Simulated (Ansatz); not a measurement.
PtTe₂: band-structure calculation

System: PtTe₂ (P-3m1, 3 atoms in the cell).
Method: DFT, PBE, plane waves, PAW, no spin polarisation (Ansatz 0.2.0).

The structure was built on a prototype by a generator. The geometry comes from this level: r2scan-rvv10. Figures and captions count atoms from 1; the log counts them from 0 in places.

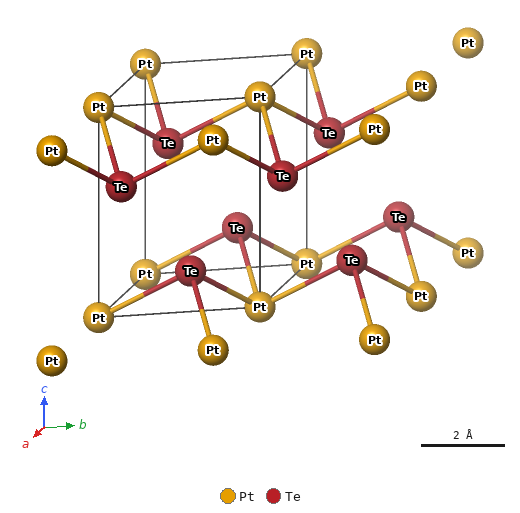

*The input geometry (ball-and-stick view of the cell of the calculation, repeated 2 × 2 × 1, seen slightly off an axis). An atom can appear more than once, as a periodic image.*

## Input file
```yaml
crystal:
  lattice:
    - [4.0381770485, 0.0, 0.0]
    - [-2.0190885242, 3.497163909, 0.0]
    - [0.0, 0.0, 5.3109615732]
  atoms:
    - { symbol: Pt, position: [0.0, 0.0, 0.0] }
    - { symbol: Te, position: [0.3333333333, 0.6666666667, 0.2568463256] }
    - { symbol: Te, position: [0.6666666667, 0.3333333333, 0.7431536744] }
kpoints:
  mp_grid: { grid: [12, 12, 6] }
  band_path:
    path:
      - [[0.0, 0.0, 0.0], [0.5, 5.150741836659e-18, 5.210226372815e-18], [0.3333333333333, 0.3333333333333, 3.473484248544e-18], [0.0, 0.0, 0.0], [-2.252998807204e-34, 1.126499403602e-34, 0.5], [0.5, 4.384224467409e-18, 0.5], [0.3333333333333, 0.3333333333333, 0.5], [-2.252998807204e-34, 1.126499403602e-34, 0.5]]
      - [[0.5, 4.384224467409e-18, 0.5], [0.5, 5.150741836659e-18, 5.210226372815e-18]]
      - [[0.3333333333333, 0.3333333333333, 0.5], [0.3333333333333, 0.3333333333333, 3.473484248544e-18]]
    npoints: 10
hamiltonian:
  xc: pbe
scf:
  occupations: { method: fermi_dirac, width: 0.02 }
  n_extra_bands: 4
output:
  forces: true
  stress: true
  eigenvalues: true
```

Command:
```bash
ansatz run input.yaml --threads 2 --pin off --max-ram 2211MiB --backend cpu --events-out ev --progress --plain --runs-dir out
```

## The program's output
```
scf.n_extra_bands = 4 over 25 filled bands (N_el = 50.0): the run solves 29 bands
Engine: ansatz 0.2.0, aarch64-unknown-linux-gnu
Pseudopotentials: kind: paw
Pseudopotential: Pt, paw, valence charge 18, recommended cutoff 420 eV (normal), Pt.paw.azcp
Pseudopotential: Te, paw, valence charge 16, recommended cutoff 420 eV (normal), Te.paw.azcp
Functional definition: PBE
  parameter kappa = 0.804
  parameter beta = 0.06672455060314922
  exchange = pbe_x(kappa = kappa, mu = beta*pi^2/3)
  correlation = pbe_c(beta = beta)
Crystal: 3 atoms, lattice volume = 75.002 Å³
Basis set: ecut = 420 eV, 1433 PW (Γ), exchange–correlation on 54×54×72 points (8 copies of the dense FFT grid, shifted against one another)
Bands: 29, of which v1, the nominal top of the filled ones, is band 25 counted from 1 (24 counted from 0)
Symmetry: 12 space group operations
Space group: P-3m1 (ITA 164), of the structure as read, at distance tolerance 4.2e-5 Å
k-points: 100 of 864
Non-local potential: Pt, projectors of the file, l = 0: 3, l = 1: 2, l = 2: 2, l = 3: 1
Non-local potential: Te, projectors of the file, l = 0: 2, l = 1: 2, l = 2: 2, l = 3: 2
PAW form: soft (Blöchl's): semilocal exchange-correlation on the pseudo side does not see the compensation charge
PAW one-centre angular grid: Pt, 590 points (default); XC on 64 Gauss nodes
PAW one-centre angular grid: Te, 590 points (default); XC on 64 Gauss nodes
Initial density: superposition of atomic densities (neutral atoms: chi_scale 0, normalization atom), corrected by the library's trained network
Initial wavefunctions: pseudopotential atomic-orbital guess
Functional: x = pbe(κ = 0.804, μ = 0.2195149727645171), c = pbe(β = 0.06672455060314922)
SCF iter   1: F=—  HF=-26484.072936 eV  |F-HF|=—  |Δ(HF+E_count)|=         —  Δρ=2.84e-3  dr2=6.10e-3  ethr=1.77e-3  ⟨swp⟩=6.6  Hψ=12643  notcnv=0
preconditioner: auto → LDOS  [metal: Δε(μ)=0.038 eV  Ē_g=8.156 eV  σ=0.020 eV  W_gap=0.38  n_scr=22 (ndim 8)  ℏωp=20.1 eV  f_vac=0.015  D(μ)=1.09/eV (n_scr^D=2)  β→1.0]
SCF iter   2: F=—  HF=-26484.073759 eV  |F-HF|=—  |Δ(HF+E_count)|=   8.23e-4  Δρ=1.93e-3  dr2=3.90e-3  ethr=1.22e-5  ⟨swp⟩=3.0  Hψ=6780  notcnv=0  defer=4
SCF iter   3: F=—  HF=-26484.072630 eV  |F-HF|=—  |Δ(HF+E_count)|=   1.13e-3  Δρ=3.23e-4  dr2=9.96e-5  ethr=7.79e-6  ⟨swp⟩=2.0  Hψ=5394  notcnv=0  defer=4
SCF iter   4: F=—  HF=-26484.072620 eV  |F-HF|=—  |Δ(HF+E_count)|=   1.02e-5  Δρ=7.68e-5  dr2=3.11e-6  ethr=1.99e-7  ⟨swp⟩=2.0  Hψ=4995  notcnv=0  defer=4
SCF iter   5: F=—  HF=-26484.072624 eV  |F-HF|=—  |Δ(HF+E_count)|=   3.84e-6  Δρ=1.56e-5  dr2=1.41e-7  ethr=6.21e-9  ⟨swp⟩=3.0  Hψ=5260  notcnv=0  defer=4
SCF iter   6: F=-26484.072624 eV  HF=-26484.072624 eV  |F-HF|=7.98e-9  |Δ(HF+E_count)|=   1.58e-7  Δρ=3.54e-6  dr2=5.55e-9  ethr=2.00e-10  ⟨swp⟩=6.2  Hψ=11864  notcnv=0
SCF 1 converged in 6 iterations: F = -26484.072624 eV  dr2 = 5.55e-9
  greatest PAW one-centre occupation: 1.000 electrons in one spin orbital (limit 2), on the Pt atom at site 0 (counted from 0), in its partial waves of l = 0
NSCF: frozen V_eff on 93 k-points
SCF converged after 6 iterations
Free energy (F): -26484.072624 eV
Harris-Foulkes:  -26484.072624 eV  (|F-HF|=7.98e-9)
Internal energy: -26484.071137 eV  (E = F + TS)
E sigma→0 (E₀):  -26484.071881 eV
Entropy (-TS):   -0.001487 eV (-0.496 meV/atom)
Fermi energy:    13.387106 eV
--- Per-component energies (eV) ---
  E_band       = -716.483671
  E_kinetic    = 1000.942225
  E_local      = -4583.160909  (includes V_loc(G=0)·N_el)
  E_nonlocal   = -421.487499
  E_hartree    = 2424.775840
  E_xc         = -511.638790
  E_vxc        = -512.885216  (∫ρ·V_xc dr)
  E_paw        = -18779.236335  (= ΣΔE_a)
  E_vpaw       = -1049.446131  (= ΣTr[D̂ρ^β])
  E_aug_tail   = -0.000131  (compensation charges beyond the density's cutoff)
  E_ewald      = -5614.265538
  E_smearing   = -0.001487  (= −TS)
  E_closure    = 0.000000  (closes the sum)
  Σ components = -26484.072624   (vs F -26484.072624, Δ=0.00e0)
--- Forces (eV/Å), atoms counted from 1 ---
  atom   1  Pt     0.00000000    -0.00000000     0.00000000
  atom   2  Te     0.00000000     0.00000000     0.19459889
  atom   3  Te    -0.00000000     0.00000000    -0.19459889
  max |Σ_I F_I| component: 2.78e-17 eV/Å
--- Stress (GPa, compression-positive) ---
        3.488910       0.000000       0.000000
        0.000000       3.488910       0.000000
        0.000000       0.000000       2.118321
  P = ⅓ Tr σ = 3.0320 GPa (30.320 kbar)
--- Band table (eV; the first three rows and the last of 100) ---
  k-point 0: bands = ["-85.7465", "-40.0023", "-40.0023", "-39.9251", "-24.1550", "-24.1550", "-24.1438", "-24.1409", "-24.1402", "-24.1402", "-24.1396", "-24.1396", "-24.1331", "-24.1331", "-0.5143", "2.6930", "6.7292", "7.7414", "7.7414", "9.6412", "9.6412", "10.6892", "12.9171", "12.9171", "14.4479", "14.4479", "14.7813", "16.2150", "17.5880"]
  k-point 1: bands = ["-85.7465", "-40.0023", "-40.0023", "-39.9252", "-24.1540", "-24.1540", "-24.1437", "-24.1415", "-24.1415", "-24.1410", "-24.1390", "-24.1390", "-24.1333", "-24.1333", "-0.3933", "2.3080", "7.2286", "7.7607", "7.7607", "9.6334", "9.6334", "10.7219", "12.7194", "12.7194", "14.0629", "14.7380", "14.7380", "16.4338", "18.1021"]
  k-point 2: bands = ["-85.7465", "-40.0023", "-40.0023", "-39.9252", "-24.1516", "-24.1516", "-24.1436", "-24.1436", "-24.1435", "-24.1412", "-24.1393", "-24.1393", "-24.1334", "-24.1334", "-0.0547", "1.5585", "7.8001", "7.8001", "8.2295", "9.6194", "9.6194", "10.8473", "12.4170", "12.4170", "12.7712", "15.2778", "15.2778", "17.0320", "18.7946"]
  k-point 99: bands = ["-85.7465", "-40.0045", "-40.0045", "-39.9249", "-24.1495", "-24.1495", "-24.1474", "-24.1435", "-24.1387", "-24.1387", "-24.1386", "-24.1360", "-24.1347", "-24.1347", "1.7363", "1.7363", "7.4457", "7.4457", "7.5034", "9.3595", "9.3595", "9.3689", "9.8975", "10.7272", "10.7272", "15.7063", "15.7063", "19.1028", "19.9359"]
```

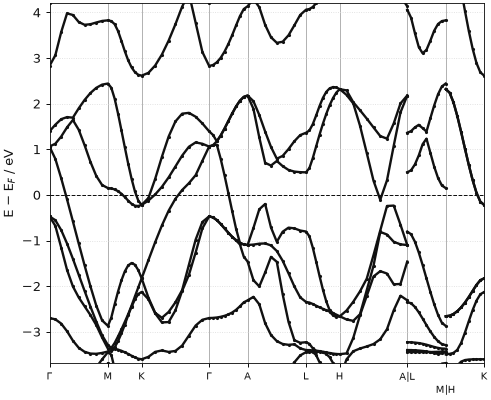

*Band structure along Γ–M–K–Γ–A–L–H–A|L–M|H–K, with energies from the Fermi level.*

Bands cross the Fermi level: a metal at this level of theory.

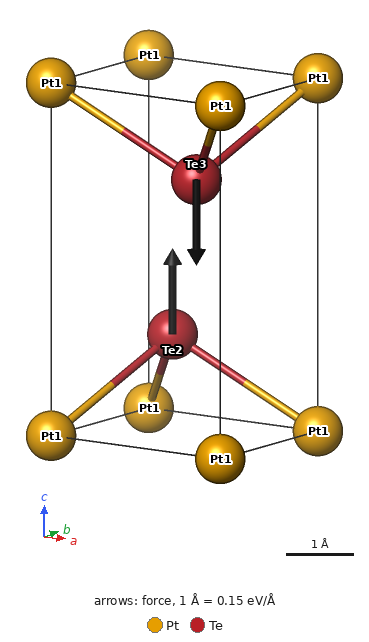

*Forces on the atoms as black arrows (ball-and-stick view of the cell of the calculation, seen slightly off an axis; atoms are numbered from 1 in the order of the input).*

The largest act on Te2, Te3 (0.19 eV/Å). The geometry is not a stationary point of this energy.

## Summary

| quantity | value |
| --- | --- |
| outcome | converged |
| space group (tolerance 0.01 Å) | P-3m1 (164) |
| electrons treated | 50 |
| free energy | −26484.0726 eV |
| Fermi energy | 13.387 eV |
| band gap | none (metallic) |
| pressure | 3.03 GPa |
| largest force (length of the vector) | 0.195 eV/Å |
| hardware | 2 threads of Arm Neoverse V1, 24 GiB of memory available, shared host |
| wall time | 7.6 s (CPU time 15 s) |
| peak memory | 0.4 GiB |

## Notes

Spin–orbit coupling is left out, which matters for Pt.
